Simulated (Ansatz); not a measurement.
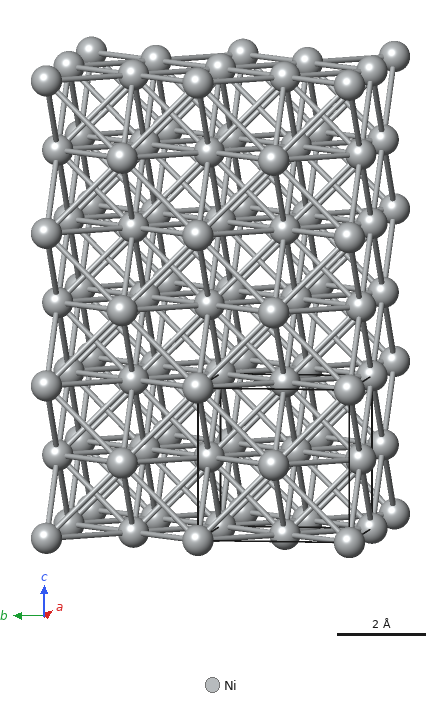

Figure 1. The starting structure (ball-and-stick view of the cell 4 times as large as that of the calculation, set on its symmetry axes, repeated 2 × 2 × 3, seen at an oblique angle).

## Geometry relaxation, with input and output: Ni

System: Ni (Fm-3m, 1 atom in the cell).
Method: DFT, PBE, PAW with Ansatz's default frozen-core files, scalar-relativistic, spin-polarised (Ansatz 0.2.0).

The structure was built on a prototype by a generator; it need not be a known phase. It belongs to a series of runs on one base structure; here: bulk cell relaxed. Figures and captions count atoms from 1; the log counts them from 0 in places.

Input
```yaml
crystal:
  lattice:
    - [0.0, 1.7597012234, 1.7597012234]
    - [1.7597012234, 0.0, 1.7597012234]
    - [1.7597012234, 1.7597012234, 0.0]
  atoms:
    - { symbol: Ni, position: [0.0, 0.0, 0.0], spin: 1.0 }
magnetization:
  spin_polarized: true
kpoints:
  mp_grid: { grid: [21, 21, 21] }
scf:
  occupations: { method: fermi_dirac, width: 0.1 }
hamiltonian:
  xc: pbe
  pseudopotentials: { kind: paw }
output:
  forces: true
  stress: true
relax:
  f_tol: 0.005
  max_steps: 40
  cell: {}
```

Hardware: 2 threads of Intel Xeon (Granite Rapids), 64 GiB of memory available, shared host.

Command:
```bash
ansatz run input.yaml --threads 2 --pin off --max-ram 6144MiB --backend cpu --events-out ev --progress --plain --runs-dir out
```

The program's output
```
Engine: ansatz 0.2.0, x86_64-unknown-linux-gnu
Pseudopotentials: kind: paw
Pseudopotential: Ni, paw, valence charge 18, recommended cutoff 420 eV (normal), Ni.paw.azcp
Functional definition: PBE
  parameter kappa = 0.804
  parameter beta = 0.06672455060314922
  exchange = pbe_x(kappa = kappa, mu = beta*pi^2/3)
  correlation = pbe_c(beta = beta)
Crystal: 1 atoms, lattice volume = 10.898 Å³
Basis set: ecut = 420 eV, 181 PW (Γ), exchange–correlation on 36×36×36 points (8 copies of the dense FFT grid, shifted against one another)
Bands: 14, of which v1, the nominal top of the filled ones, is band 9 counted from 1 (8 counted from 0)
Symmetry: 48 space group operations
Space group: Fm-3m (ITA 225), of the structure as read, at distance tolerance 2.2e-5 Å
Magnetic group: BNS 225.116 (UNI 1618), of the structure as read, at distance tolerance 2.2e-5 Å
k-points: 286 of 9261
Non-local potential: Ni, projectors of the file, l = 0: 3, l = 1: 2, l = 2: 3, l = 3: 1
PAW form: soft (Blöchl's): semilocal exchange-correlation on the pseudo side does not see the compensation charge
PAW one-centre angular grid: Ni, 590 points (default); XC on 64 Gauss nodes
Initial density: superposition of atomic densities (chi_scale 0.1, normalization cell)
Starting moments: Σ|m| = 1 μB on 1 of 1 site
Initial wavefunctions: pseudopotential atomic-orbital guess
Functional: x = pbe(κ = 0.804, μ = 0.2195149727645171), c = pbe(β = 0.06672455060314922)
SCF iter   1: F=—  HF=-5839.034212 eV  |F-HF|=—  |Δ(HF+E_count)|=         —  Δρ=6.54e-2 (↑3.70e-2 ↓6.54e-2)  dr2=6.86e-1  dr2_m=2.35e-2  M=0.899 μB ∫|m|=0.967 μB  β_m=0.30  ethr=3.10e-3  ⟨swp⟩=5.3  Hψ=42251  notcnv=0
Mixer restart at iter 1: flushing history
preconditioner: auto → none  [metal: Δε(μ)=0.003 eV  Ē_g=15.870 eV  σ=0.100 eV  W_gap=0.01  n_scr=0 (ndim 8)  ℏωp=35.6 eV  f_vac=0.000  D(μ)=1.52/eV (n_scr^D=14)]
SCF iter   2: F=—  HF=-5838.889761 eV  |F-HF|=—  |Δ(HF+E_count)|=   1.44e-1  Δρ=3.86e-2 (↑3.86e-2 ↓3.78e-2)  dr2=2.82e-1  dr2_m=5.90e-3  M=0.828 μB ∫|m|=0.905 μB  β_m=0.24  ethr=3.10e-3  ⟨swp⟩=2.7  Hψ=17177  notcnv=0  defer=93
SCF iter   3: F=—  HF=-5839.059817 eV  |F-HF|=—  |Δ(HF+E_count)|=         —  Δρ=2.74e-2 (↑1.01e-2 ↓2.74e-2)  dr2=3.09e-2  dr2_m=2.28e-2  M=0.757 μB ∫|m|=0.825 μB  β_m=0.24  ethr=1.57e-3  ⟨swp⟩=2.6  Hψ=13790  notcnv=0  defer=93
Mixer restart at iter 3: flushing history
SCF iter   4: F=—  HF=-5839.284872 eV  |F-HF|=—  |Δ(HF+E_count)|=   2.25e-1  Δρ=2.31e-2 (↑8.59e-3 ↓2.31e-2)  dr2=1.70e-2  dr2_m=2.02e-2  M=0.737 μB ∫|m|=0.809 μB  β_m=0.61  ethr=1.72e-4  ⟨swp⟩=2.5  Hψ=13812  notcnv=0  defer=93
SCF iter   5: F=—  HF=-5839.741697 eV  |F-HF|=—  |Δ(HF+E_count)|=   4.57e-1  Δρ=2.53e-2 (↑5.92e-3 ↓2.53e-2)  dr2=5.81e-2  dr2_m=1.14e-2  M=0.635 μB ∫|m|=0.723 μB  β_m=0.76  ethr=9.46e-5  ⟨swp⟩=2.1  Hψ=15872  notcnv=0  defer=93
SCF iter   6: F=—  HF=-5839.749345 eV  |F-HF|=—  |Δ(HF+E_count)|=   7.65e-3  Δρ=2.25e-2 (↑1.76e-2 ↓2.25e-2)  dr2=9.47e-2  dr2_m=9.03e-4  M=0.620 μB ∫|m|=0.713 μB  β_m=0.63  ethr=9.46e-5  ⟨swp⟩=2.1  Hψ=19193  notcnv=0  defer=151
SCF iter   7: F=—  HF=-5839.748497 eV  |F-HF|=—  |Δ(HF+E_count)|=   8.48e-4  Δρ=1.19e-2 (↑8.22e-3 ↓1.19e-2)  dr2=2.41e-2  dr2_m=4.51e-4  M=0.620 μB ∫|m|=0.711 μB  β_m=0.82  ethr=9.46e-5  ⟨swp⟩=2.2  Hψ=14330  notcnv=0  defer=154
SCF iter   8: F=—  HF=-5839.748240 eV  |F-HF|=—  |Δ(HF+E_count)|=   2.57e-4  Δρ=2.57e-3 (↑1.58e-3 ↓2.57e-3)  dr2=1.03e-3  dr2_m=3.07e-5  M=0.622 μB ∫|m|=0.711 μB  β_m=0.85  ethr=9.46e-5  ⟨swp⟩=2.4  Hψ=13088  notcnv=0  defer=154
SCF iter   9: F=—  HF=-5839.748237 eV  |F-HF|=—  |Δ(HF+E_count)|=   2.85e-6  Δρ=1.67e-4 (↑9.81e-5 ↓1.67e-4)  dr2=4.51e-6  dr2_m=1.64e-7  M=0.623 μB ∫|m|=0.711 μB  β_m=0.92  ethr=5.73e-6  ⟨swp⟩=2.4  Hψ=11484  notcnv=0  defer=154
SCF iter  10: F=—  HF=-5839.748238 eV  |F-HF|=—  |Δ(HF+E_count)|=   1.15e-6  Δρ=6.70e-6 (↑5.13e-6 ↓6.70e-6)  dr2=2.32e-9  dr2_m=8.60e-10  M=0.623 μB ∫|m|=0.711 μB  β_m=0.96  ethr=2.50e-8  ⟨swp⟩=2.3  Hψ=13159  notcnv=0  defer=154
SCF iter  11: F=-5839.748238 eV  HF=-5839.748238 eV  |F-HF|=6.72e-9  |Δ(HF+E_count)|=  1.32e-10  Δρ=6.16e-6 (↑5.36e-6 ↓6.16e-6)  dr2=6.19e-9  dr2_m=2.19e-11  M=0.623 μB ∫|m|=0.711 μB  ethr=1.29e-11  ⟨swp⟩=1.7  Hψ=24963  notcnv=0
SCF 1 converged in 11 iterations: F = -5839.748238 eV  dr2 = 6.19e-9
  greatest PAW one-centre occupation: 1.001 electrons in one spin orbital (limit 2), on the Ni atom at site 0 (counted from 0), in its partial waves of l = 1
relax step   1: F+E_penalty+E_count = -5839.74823840 eV  Δ(F+E_penalty+E_count) = +0.000e0 eV  max|allowed force component| = 0.000e0 eV/Å  Δτ_max = 0.0000 Å  P = +0.188 GPa  Ω = 10.898 Å³  (11 SCF iters, dr2 threshold 1.00e-7 eV, accepted)
Crystal: 1 atoms, lattice volume = 10.903 Å³
Initial density: handed on by an earlier stage of this run
Starting moments: Σ|m| = 1 μB on 1 of 1 site; this step starts from the density that it was given
Initial wavefunctions: those handed on with the density
iter 1 solved again at ethr=9.43e-9 eV; its pass at ethr=3.10e-3 eV (dr2=1.70e-6 eV) is discarded
SCF iter   1: F=—  HF=-5839.748241 eV  |F-HF|=—  |Δ(HF+E_count)|=         —  Δρ=8.18e-5 (↑8.18e-5 ↓7.21e-5)  dr2=1.54e-6  dr2_m=1.02e-8  M=0.623 μB ∫|m|=0.711 μB  β_m=0.65  ethr=9.43e-9  ⟨swp⟩=2.3  Hψ=48428  notcnv=0
preconditioner: auto → none  [metal: Δε(μ)=0.010 eV  Ē_g=16.666 eV  σ=0.100 eV  W_gap=0.03  n_scr=0 (ndim 8)  ℏωp=35.6 eV  f_vac=0.000  D(μ)=1.67/eV (n_scr^D=26)]
SCF iter   2: F=—  HF=-5839.748242 eV  |F-HF|=—  |Δ(HF+E_count)|=   7.44e-7  Δρ=1.44e-4 (↑1.16e-4 ↓1.44e-4)  dr2=3.80e-6  dr2_m=2.57e-8  M=0.623 μB ∫|m|=0.711 μB  β_m=0.30  ethr=8.57e-9  ⟨swp⟩=2.1  Hψ=12794  notcnv=0
SCF iter   3: F=—  HF=-5839.748241 eV  |F-HF|=—  |Δ(HF+E_count)|=   1.21e-6  Δρ=1.22e-5 (↑1.22e-5 ↓1.12e-5)  dr2=3.89e-9  dr2_m=1.13e-8  M=0.623 μB ∫|m|=0.711 μB  β_m=0.53  ethr=8.57e-9  ⟨swp⟩=2.2  Hψ=11423  notcnv=0
SCF iter   4: F=—  HF=-5839.748241 eV  |F-HF|=—  |Δ(HF+E_count)|=   1.63e-7  Δρ=1.84e-5 (↑3.49e-6 ↓1.84e-5)  dr2=2.18e-8  dr2_m=9.49e-9  M=0.623 μB ∫|m|=0.711 μB  β_m=0.53  ethr=2.16e-11  ⟨swp⟩=2.0  Hψ=13431  notcnv=0
SCF iter   5: F=-5839.748241 eV  HF=-5839.748241 eV  |F-HF|=5.45e-9  |Δ(HF+E_count)|=   1.09e-7  Δρ=8.44e-6 (↑1.71e-6 ↓8.44e-6)  dr2=6.26e-9  dr2_m=1.22e-9  M=0.623 μB ∫|m|=0.711 μB  ethr=2.16e-11  ⟨swp⟩=2.0  Hψ=27244  notcnv=0
SCF 2 converged in 5 iterations: F = -5839.748241 eV  dr2 = 6.26e-9
relax step   2: F+E_penalty+E_count = -5839.74824112 eV  Δ(F+E_penalty+E_count) = -2.727e-6 eV  max|allowed force component| = 0.000e0 eV/Å  Δτ_max = 0.0000 Å  P = +0.096 GPa  Ω = 10.903 Å³  energy of the carried Pulay correction = -1.834e-6 eV  (5 SCF iters, dr2 threshold 8.86e-8 eV, accepted)
Crystal: 1 atoms, lattice volume = 10.908 Å³
iter 1 solved again at ethr=1.06e-8 eV; its pass at ethr=3.10e-3 eV (dr2=1.91e-6 eV) is discarded
SCF iter   1: F=—  HF=-5839.748241 eV  |F-HF|=—  |Δ(HF+E_count)|=         —  Δρ=9.08e-5 (↑9.08e-5 ↓7.37e-5)  dr2=1.73e-6  dr2_m=1.61e-8  M=0.623 μB ∫|m|=0.711 μB  β_m=0.65  ethr=1.06e-8  ⟨swp⟩=2.3  Hψ=48224  notcnv=0
preconditioner: auto → none  [metal: Δε(μ)=0.010 eV  Ē_g=16.660 eV  σ=0.100 eV  W_gap=0.02  n_scr=0 (ndim 8)  ℏωp=35.6 eV  f_vac=0.000  D(μ)=1.67/eV (n_scr^D=26)]
SCF iter   2: F=—  HF=-5839.748242 eV  |F-HF|=—  |Δ(HF+E_count)|=   8.79e-7  Δρ=1.56e-4 (↑1.22e-4 ↓1.56e-4)  dr2=4.36e-6  dr2_m=3.57e-8  M=0.623 μB ∫|m|=0.711 μB  β_m=0.30  ethr=9.62e-9  ⟨swp⟩=2.1  Hψ=12813  notcnv=0
SCF iter   3: F=—  HF=-5839.748241 eV  |F-HF|=—  |Δ(HF+E_count)|=   1.39e-6  Δρ=1.43e-5 (↑1.43e-5 ↓1.39e-5)  dr2=3.02e-9  dr2_m=1.79e-8  M=0.623 μB ∫|m|=0.711 μB  β_m=0.56  ethr=9.62e-9  ⟨swp⟩=2.2  Hψ=11504  notcnv=0
SCF iter   4: F=—  HF=-5839.748241 eV  |F-HF|=—  |Δ(HF+E_count)|=   2.05e-7  Δρ=2.12e-5 (↑3.69e-6 ↓2.12e-5)  dr2=3.00e-8  dr2_m=1.22e-8  M=0.623 μB ∫|m|=0.711 μB  β_m=0.56  ethr=1.68e-11  ⟨swp⟩=2.0  Hψ=13436  notcnv=0
SCF iter   5: F=—  HF=-5839.748241 eV  |F-HF|=—  |Δ(HF+E_count)|=   4.05e-8  Δρ=1.11e-5 (↑3.80e-6 ↓1.11e-5)  dr2=1.34e-8  dr2_m=2.38e-9  M=0.623 μB ∫|m|=0.711 μB  β_m=0.49  ethr=1.68e-11  ⟨swp⟩=3.4  Hψ=16796  notcnv=0
SCF iter   6: F=—  HF=-5839.748241 eV  |F-HF|=—  |Δ(HF+E_count)|=   5.40e-8  Δρ=5.96e-6 (↑2.41e-6 ↓5.96e-6)  dr2=4.24e-9  dr2_m=5.53e-10  M=0.623 μB ∫|m|=0.711 μB  β_m=0.75  ethr=1.68e-11  ⟨swp⟩=2.3  Hψ=12846  notcnv=0
SCF iter   7: F=-5839.748241 eV  HF=-5839.748241 eV  |F-HF|=1.38e-9  |Δ(HF+E_count)|=   1.77e-8  Δρ=3.65e-6 (↑1.70e-6 ↓3.65e-6)  dr2=1.84e-9  dr2_m=1.19e-10  M=0.623 μB ∫|m|=0.711 μB  ethr=1.68e-11  ⟨swp⟩=2.4  Hψ=26561  notcnv=0
SCF 3 converged in 7 iterations: F = -5839.748241 eV  dr2 = 1.84e-9
relax step   3: F+E_penalty+E_count = -5839.74824085 eV  Δ(F+E_penalty+E_count) = +2.747e-7 eV  max|allowed force component| = 0.000e0 eV/Å  Δτ_max = 0.0000 Å  P = +0.002 GPa  Ω = 10.908 Å³  energy of the carried Pulay correction = -3.743e-6 eV  (7 SCF iters, dr2 threshold 2.30e-8 eV, accepted)
Initial wavefunctions: pseudopotential atomic-orbital guess (no wavefunctions were taken with the density)
iter 1 solved again at ethr=1.35e-7 eV; its pass at ethr=3.10e-3 eV (dr2=2.43e-5 eV) is discarded
SCF iter   1: F=—  HF=-5839.748245 eV  |F-HF|=—  |Δ(HF+E_count)|=         —  Δρ=2.18e-6 (↑8.45e-7 ↓2.18e-6)  dr2=5.78e-10  dr2_m=7.16e-11  M=0.623 μB ∫|m|=0.711 μB  β_m=0.65  ethr=1.35e-7  ⟨swp⟩=2.4  Hψ=58913  notcnv=0
eigensolver tolerance schedule: the retry pair's looser diagonalisation over-reported the residual by 42037.15 of it (diagonalisation noise at an unbounded share of the residual, at the tolerance the schedule requests for it); recorded, not acted on — ethr = c·dr2/N_el stays at c = 1.0e-1
preconditioner: auto → none  [metal: Δε(μ)=0.011 eV  Ē_g=16.660 eV  σ=0.100 eV  W_gap=0.03  n_scr=0 (ndim 8)  ℏωp=35.6 eV  f_vac=0.000  D(μ)=1.67/eV (n_scr^D=26)]
SCF iter   2: F=—  HF=-5839.748244 eV  |F-HF|=—  |Δ(HF+E_count)|=   7.43e-7  Δρ=1.06e-6 (↑2.83e-7 ↓1.06e-6)  dr2=9.31e-11  dr2_m=2.44e-11  M=0.623 μB ∫|m|=0.711 μB  β_m=0.60  ethr=3.21e-12  ⟨swp⟩=3.0  Hψ=17329  notcnv=0
SCF iter   3: F=—  HF=-5839.748244 eV  |F-HF|=—  |Δ(HF+E_count)|=  5.37e-11  Δρ=9.42e-7 (↑9.42e-7 ↓7.65e-7)  dr2=1.65e-10  dr2_m=1.05e-12  M=0.623 μB ∫|m|=0.711 μB  β_m=0.60  ethr=1.00e-12  ⟨swp⟩=2.1  Hψ=11215  notcnv=0
SCF iter   4: F=—  HF=-5839.748244 eV  |F-HF|=—  |Δ(HF+E_count)|=  6.00e-11  Δρ=1.27e-7 (↑9.66e-8 ↓1.27e-7)  dr2=1.45e-13  dr2_m=1.17e-12  M=0.623 μB ∫|m|=0.711 μB  β_m=0.72  ethr=1.00e-12  ⟨swp⟩=2.5  Hψ=10579  notcnv=0
SCF iter   5: F=-5839.748244 eV  HF=-5839.748244 eV  |F-HF|=5.46e-12  |Δ(HF+E_count)|=  2.73e-12  Δρ=1.90e-7 (↑7.73e-8 ↓1.90e-7)  dr2=4.29e-12  dr2_m=3.77e-13  M=0.623 μB ∫|m|=0.711 μB  ethr=1.00e-12  ⟨swp⟩=3.2  Hψ=28635  notcnv=0
SCF 4 converged in 5 iterations: F = -5839.748244 eV  dr2 = 4.29e-12
relax step   4: F+E_penalty+E_count = -5839.74824397 eV  Δ(F+E_penalty+E_count) = -3.117e-6 eV  max|allowed force component| = 0.000e0 eV/Å  Δτ_max = 0.0000 Å  P = +0.001 GPa  Ω = 10.908 Å³  stress off target by 9.85e-4 GPa  SCF on the basis re-selected at this cell (its energy is not comparable with the rows above)  (5 SCF iters)
```

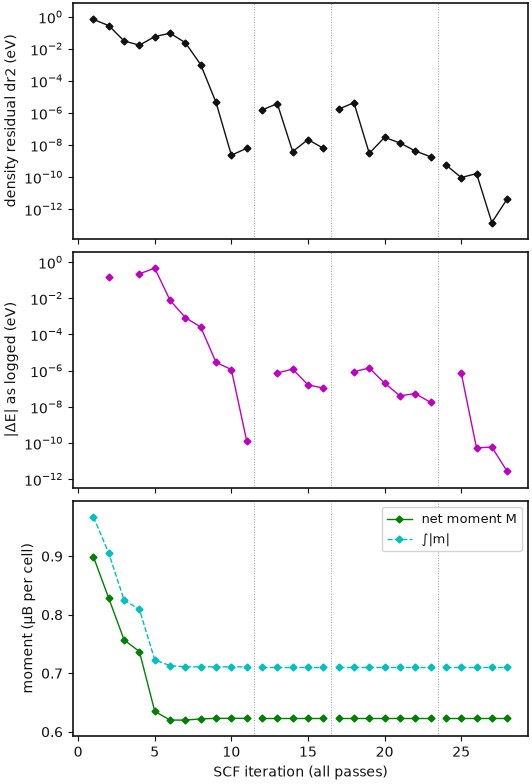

Figure 2. Convergence of the self-consistent field: density residual dr2, size of the energy change and magnetic moment against the SCF iteration. The dotted lines part the SCF passes of the relaxation: geometry steps, rejected trials and re-solves on a re-selected basis. The passes take 11, 5, 7 and 5 iterations. The net moment goes from 0.9 to 0.6 μB per cell.

```
basis re-selected at this cell: Δ(F+E_penalty+E_count) = -3.117e-6 eV, ΔP = -0.001 GPa vs the last step (what re-selecting the basis moved, of the pressure what is left beyond the Pulay correction that the steps carried, after the strain that the cell walked since its last selection, with what the two solves' SCF thresholds leave and, on support functions, any second-order correction that the steps lacked; it is no measure of the basis error at this ecutwfc). This SCF's stress stands 9.85e-4 GPa from its target on what of the cell is left free (relax.cell.stress_tol is 5.00e-2 GPa) and its largest allowed force component is 0.00e0 eV/Å (relax.f_tol is 5.00e-3 eV/Å): within both
SCF converged after 5 iterations
Magnetization: 0.6232 μB (9.3116 up, 8.6884 down)
Absolute magnetization: 0.7122 μB (∫|ρ↑−ρ↓|, with the PAW one-centre terms)
Spin contamination: 0.0069 ħ² per cell (⟨S²⟩ above its minimum at these occupations)
Per-site moments (μB) at R_I (Å): [(0.6609958945954806, 1.0268723010007166)]
Free energy (F): -5839.748244 eV
Harris-Foulkes:  -5839.748244 eV  (|F-HF|=5.46e-12)
Internal energy: -5839.694385 eV  (E = F + TS)
E sigma→0 (E₀):  -5839.721314 eV
Entropy (-TS):   -0.053859 eV (-53.859 meV/atom)
Fermi energy:    18.116321 eV
--- Per-component energies (eV) ---
  E_band       = -285.187070
  E_kinetic    = 282.056385
  E_local      = -3441.423020  (includes V_loc(G=0)·N_el)
  E_nonlocal   = 635.606337
  E_hartree    = 1436.486011
  E_xc         = -84.771860
  E_vxc        = -109.311541  (∫ρ·V_xc dr)
  E_paw        = -1629.663969  (= ΣΔE_a)
  E_vpaw       = -525.087688  (= ΣTr[D̂ρ^β])
  E_aug_tail   = 0.000592  (compensation charges beyond the density's cutoff)
  E_ewald      = -3037.984862
  E_smearing   = -0.053859  (= −TS)
  E_closure    = 0.000000  (closes the sum)
  Σ components = -5839.748244   (vs F -5839.748244, Δ=0.00e0)
--- Forces (eV/Å), atoms counted from 1 ---
  atom   1  Ni    -0.00000000     0.00000000     0.00000000
  max |Σ_I F_I| component: 9.86e-32 eV/Å
--- Stress (GPa, compression-positive) ---
        0.000985      -0.000000      -0.000000
       -0.000000       0.000985      -0.000000
       -0.000000      -0.000000       0.000985
  P = ⅓ Tr σ = 0.0010 GPa (0.010 kbar)
--- Relaxed structure (3 steps of the walk, 3 accepted, 1 SCFs on fresh bases) ---
  F+E_penalty+E_count = -5839.74824397 eV   max|allowed force component| = 0.000e0 eV/Å   (the final SCF, on the basis selected at the relaxed cell)
  cell:  # Å, volume = 10.9084 Å³
    - [6.59213756755867e-34, 1.7602627089702796, 1.7602627089702796]
    - [1.7602627089702796, 3.5030682726157182e-34, 1.7602627089702796]
    - [1.7602627089702796, 1.7602627089702796, 3.1846075205597454e-36]
  atoms:
    - { symbol: Ni, position: [0.0, 0.0, 0.0] }
```

Trajectory as extended XYZ (Å, eV, eV/Å), 4 frames, from step=1 to step=4
```
1
Lattice="0.0000 1.7597 1.7597 1.7597 0.0000 1.7597 1.7597 1.7597 0.0000" Properties=species:S:1:pos:R:3:forces:R:3 step=1 energy=-5839.74824 pressure_GPa=0.19
Ni    0.0000    0.0000    0.0000    0.0000   0.0000   0.0000
1
Lattice="0.0000 1.7600 1.7600 1.7600 0.0000 1.7600 1.7600 1.7600 0.0000" Properties=species:S:1:pos:R:3:forces:R:3 step=2 energy=-5839.74824 pressure_GPa=0.10
Ni    0.0000    0.0000    0.0000    0.0000   0.0000   0.0000
1
Lattice="0.0000 1.7603 1.7603 1.7603 0.0000 1.7603 1.7603 1.7603 0.0000" Properties=species:S:1:pos:R:3:forces:R:3 step=3 energy=-5839.74824 pressure_GPa=0.00
Ni    0.0000    0.0000    0.0000    0.0000   0.0000   0.0000
1
Lattice="0.0000 1.7603 1.7603 1.7603 0.0000 1.7603 1.7603 1.7603 0.0000" Properties=species:S:1:pos:R:3:forces:R:3 step=4 energy=-5839.74824 pressure_GPa=0.00
Ni    0.0000    0.0000    0.0000    0.0000   0.0000   0.0000
```

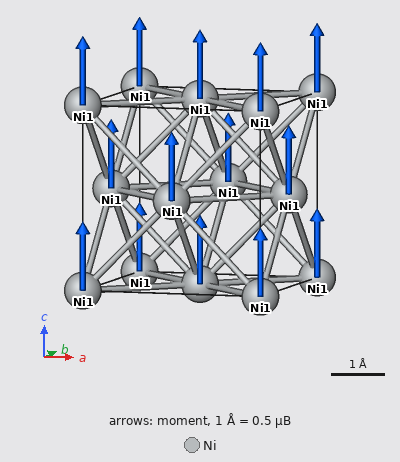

Figure 3. Magnetic moments of the sites as blue arrows (ball-and-stick view of the cell 4 times as large as that of the calculation, set on its symmetry axes, seen slightly off an axis; atoms are numbered from 1 in the order of the input); small moments hardly show. The run is collinear, so the axis drawn is arbitrary. Site moments: Ni1 (0.66 μB). They are counted near the atoms and needn't add up to the moment of the cell.

Summary

```tsv
quantity	value
outcome	converged
space group (tolerance 0.01 Å)	Fm-3m (225)
electrons treated	18
free energy	−5839.7482 eV
Fermi energy	18.116 eV
net moment of the cell	0.62 μB
integrated absolute moment	0.71 μB
pressure	0.00 GPa
final volume	10.91 Å³
largest force (length of the vector) at the end	under 0.001 eV/Å
final cell	a = 2.489 Å, b = 2.489 Å, c = 2.489 Å, α = 60.00°, β = 60.00°, γ = 60.00°
wall time	6.5 s (CPU time 12 s)
peak memory	0.4 GiB
```
